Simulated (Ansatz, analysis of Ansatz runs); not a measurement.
# Cu-H pair in ZnO: local vibrational mode against experiment, part 2 of 2

Aim: the local vibrational mode of the Cu-H pair in ZnO, to be set beside the measurement. Set-up: r2SCAN, 72-site cell, r2SCAN lattice, 500 eV, k: the single point 1/4 1/4 1/4. The model is a cell of 72 host atoms with Cu put on another atom's site and H put in between. The frequencies come from force constants among the defect atom and its neighbours, with the masses of the isotopes named. A meta-GGA costs about twice a GGA and mends lattice constants and part of the gap.

Ansatz 0.2.0; r2SCAN, 72-site cell, r2SCAN lattice, 500 eV, k: the single point 1/4 1/4 1/4.

So far: The starting structure; Relaxation, charge 0.

**2. Relaxation, charge 0 (continued)**

Level of this step: plane-wave PAW DFT, r2SCAN; relaxation of all atoms of a defect supercell (Ansatz).

Step by step:

| step | energy less that of the first step (eV) | largest force component (eV/Å) |
| --- | --- | --- |
| 1 | 0.0000 | 1.5939 |
| 2 | -0.4833 | 0.9318 |
| 3 | -0.7735 | 0.2376 |
| 4 | -0.7858 | 0.1110 |
| 5 | -0.7910 | 0.0752 |
| 6 | -0.7911 | 0.1891 |
| 7 | -0.8099 | 0.4333 |
| 8 | -0.8269 | 0.1126 |
| 9 | -0.8307 | 0.0776 |
| 10 | -0.8321 | 0.0120 |
| 11 | -0.8322 | 0.0068 |

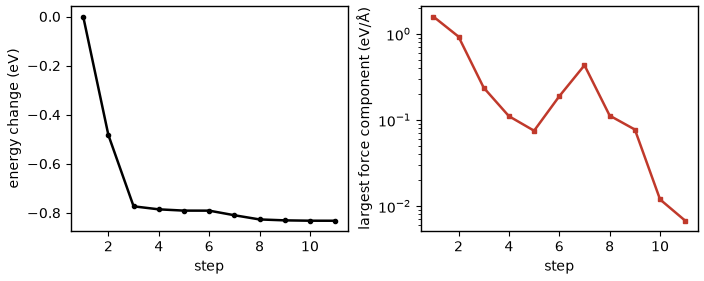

Energy and largest force along the relaxation.

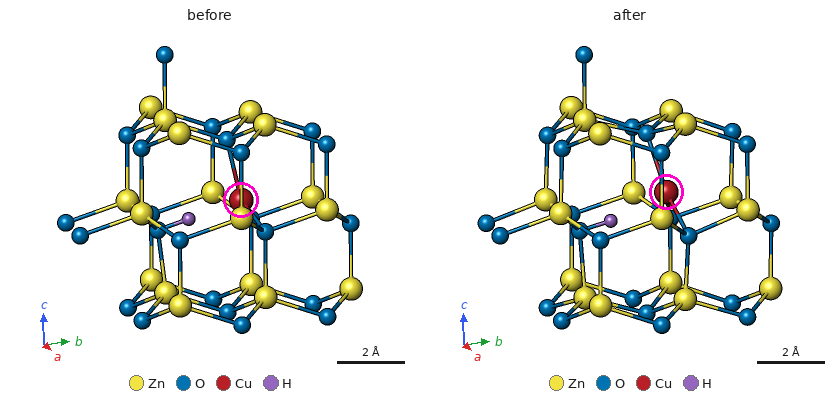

Before and after: the atoms that start within 5 Å of the centre. Cu38, which moves most, is ringed if it is among them.

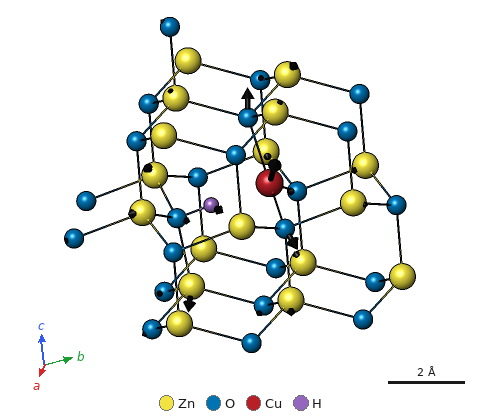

Displacements in the relaxation from the typed sites near the centre, exaggerated, the mean shift taken out; the longest in the cell stands for 0.47 Å.

The atoms that moved most (Å, from the sites as typed, ahead of the random displacement, the mean shift of all atoms taken out):

| atom | dx | dy | dz | length |
| --- | --- | --- | --- | --- |
| Cu38 | 0.355 | 0.108 | 0.288 | 0.470 |
| O39 | -0.078 | 0.004 | 0.197 | 0.212 |
| O60 | 0.105 | 0.086 | -0.118 | 0.180 |
| Zn25 | -0.008 | -0.033 | -0.161 | 0.164 |
| Zn6 | -0.089 | -0.055 | 0.025 | 0.108 |
| H73 | -0.042 | 0.062 | -0.064 | 0.099 |
| Zn37 | -0.087 | 0.036 | 0.030 | 0.098 |
| Zn30 | 0.070 | -0.057 | 0.017 | 0.092 |

The atoms nearest to the centre after the run:

| atom | distance (Å) |
| --- | --- |
| H73 | 0.586 |
| Cu38 | 1.331 |
| O28 | 1.564 |
| O36 | 2.201 |
| O60 | 2.417 |
| O39 | 2.445 |
| Zn30 | 2.842 |
| Zn6 | 2.851 |
| Zn25 | 2.887 |

Neighbours of the added atoms: H73: O28 0.99, Cu38 1.91, Zn25 2.44 Å.

This step gave:

```yaml
free_energy: -143537.2559 eV
```

The relaxation ends 11 meV an atom lower than the displaced start, with a largest force component of 0.0068 eV/Å.

**3. Local vibrational modes**

A local mode lives on the defect and the atoms next to it, so only the sites listed in the input are displaced, which costs far fewer SCF runs than the whole cell would.

This step: plane-wave PAW DFT, r2SCAN; finite-displacement force constants among the atoms nearest to a defect, the others at rest.

The input, modes/input.yaml:

```yaml
crystal:
  lattice:
    - [9.70585878, 0.0, 0.0]
    - [-4.85292939, 8.40552027, 0.0]
    - [0.0, 0.0, 10.42205785]
  atoms:
    - { symbol: Zn, position: [0.109858537, 0.221887106, 0.249355417] }
    - { symbol: Zn, position: [0.218974433, 0.109230222, -0.001888607] }
[... 3 atom lines left out ...]
    - { symbol: Zn, position: [0.209815887, 0.104322037, 0.502239958] }
[... 18 atom lines left out ...]
    - { symbol: Zn, position: [0.441706187, 0.218070416, 0.234421373] }
[... 2 atom lines left out ...]
    - { symbol: O, position: [0.431548854, 0.199995525, 0.429691453] }
    - { symbol: Zn, position: [0.441113865, 0.220115772, 0.751169432] }
    - { symbol: Zn, position: [0.559446656, 0.104121869, 0.501438873] }
[... 2 atom lines left out ...]
    - { symbol: Zn, position: [0.445555141, 0.552368161, 0.254562901] }
[... 1 atom line left out ...]
    - { symbol: O, position: [0.553217896, 0.440980755, 0.185597183] }
    - { symbol: O, position: [0.447786669, 0.551929383, 0.441176217] }
[... 1 atom line left out ...]
    - { symbol: Cu, position: [0.623987334, 0.507826593, 0.541198864] }
    - { symbol: O, position: [0.547850764, 0.444750938, 0.708550495] }
[... 20 atom lines left out ...]
    - { symbol: O, position: [0.793766501, 0.565559627, 0.428357261] }
[... 12 atom lines left out ...]
    - { symbol: H, position: [0.485384224, 0.312484587, 0.456165557] }
basis:
  ecutwfc: 500
  xc_grid: 2
hamiltonian:
  xc: r2scan
kpoints:
  mp_grid: { grid: [1, 1, 1], shift: [0.25, 0.25, 0.25] }
scf:
  occupations: { method: fermi_dirac, width: 0.01 }
  max_iter: 120
output: {}
checkpoint:
  read: "../relax.run"
phonons:
  supercell: [1, 1, 1]
  displaced_sites: [5, 24, 27, 37, 72]
```

Command:

```bash
ansatz run input.yaml --threads 2 --pin off --max-ram 4710MiB --backend cpu --events-out ev --progress --plain --runs-dir out
```

Numbers of over 12 decimals in the logs are rounded to 6 here.

What it wrote:

```text
[...]
Warning: basis.xc_grid 2: finite-displacement phonons take 5 at the least, and a number is run as typed, so the frequencies can be off [figures from the program's tests cut]
[...]
Crystal: 73 atoms, lattice volume = 850.261 Å³
Basis set: ecut = 500 eV, 21585 PW (Γ), exchange–correlation on 144×144×160 points (8 copies of the dense FFT grid, shifted against one another)
Bands: 401, of which v1, the nominal top of the filled ones, is band 328 counted from 1 (327 counted from 0)
Symmetry: 1 space group operations
k-points: 1
[...]
Stability of the state it starts from, as read at its close in the unpolarized treatment: not read negative (Ritz values of 1 − χ₀K, real part plus size of imaginary part, from 1.0 to 1.5, by its mixing steps under no symmetry)
[...]
symmetry images taken by strict's conditions (phonons.symmetry_images: auto; settled by no image being taken that strict refuses)
  force constants formed among 5 of 73 sites (Zn 5, Zn 24, O 27, Cu 37, H 72); the other 68 at rest. The modes move the named sites alone.
  the frequencies, the zero-point energy and the sums are of the block with the acoustic sum rule laid on its rows. Row sums over every site: 4.6e-1 eV/Å² at the most
  transpose residual: 5.5e-4 eV/Å²
  largest component of a force at the reference: 6.8e-3 eV/Å on a named site, 5.3e-3 eV/Å on a site at rest
  frequencies among the named sites at Γ of the cell (cm⁻¹): 100.46 132.61 135.48 180.55 220.12 228.38 233.58 235.89 289.94 334.74 397.40 415.08 741.10 787.27 3293.66
  unstable modes among the named sites: 0
  frequencies as built, with no sum rule (cm⁻¹): 100.49 133.92 135.45 181.19 216.95 228.24 233.42 235.52 289.93 335.16 398.20 415.15 741.18 787.66 3293.62
  zero-point energy: 0.478967 eV/cell   skipped modes (ω ≤ 0): 0
  not written: the harmonic force-constant file, the file of eigenvectors (these modes' are written with the force constants), the density of states and the dispersion, which are of every site
[key lines of the parts left out:]
SCF converged after 2 iterations
Free energy (F): -143537.255873 eV
Fermi energy:    8.877548 eV
```

It took 16 min on 2 threads of Intel Xeon 6975P-C (Granite Rapids), shared host; peak memory 2.9 GiB.

This step gave:

* free energy: -143537.2559 eV

The modes with the largest weight on the probed atoms (the light atom of a pair), for the masses of each isotope. Modes of the displaced atoms (local only where they lie over the host's phonons):

| isotopes | mode (cm⁻¹) | share of the defect atoms |
| --- | --- | --- |
| H | 3294 | 0.942 |
| H | 787.3 | 0.944 |
| H | 741.2 | 0.91 |
| D | 2397 | 0.888 |
| D | 577.8 | 0.808 |
| D | 555.3 | 0.716 |

**4. Outcome**

```json
{
 "distance from the defect atom to its nearest neighbour": "0.985 Å",
 "O-H stretch, 1H": "3294 cm⁻¹",
 "O-D stretch, 2H": "2397 cm⁻¹",
 "time of the whole chain": "21 min on 2 threads"
}
```

**Reading.** O-H stretch, 1H: computed 3294 cm⁻¹, measured 3191.8 cm⁻¹; 102 cm⁻¹ (3 %) above the measurement. O-D stretch, 2H: computed 2397 cm⁻¹, measured 2379 cm⁻¹; 18 cm⁻¹ (1 %) above the measurement. The computed value is harmonic, while the measured line is the anharmonic fundamental, which for X–H stretches usually lies a few per cent lower. Only the named neighbours move, so modes near the host's band are approximate.

[Logs are printed without paths, hosts, clocks, repeated set-up lines and the standing remarks that a program may print on its own settings, such as how far it seeks lower states.]

[Hosts, paths, dates, database ids (printed as entryN), source tags and the programs' standing remarks are cut or masked in the printed files.]

[For some hosts the program warned that the k-mesh of the response run may be too coarse for force constants and the static dielectric constant; such warnings are not shown here.]
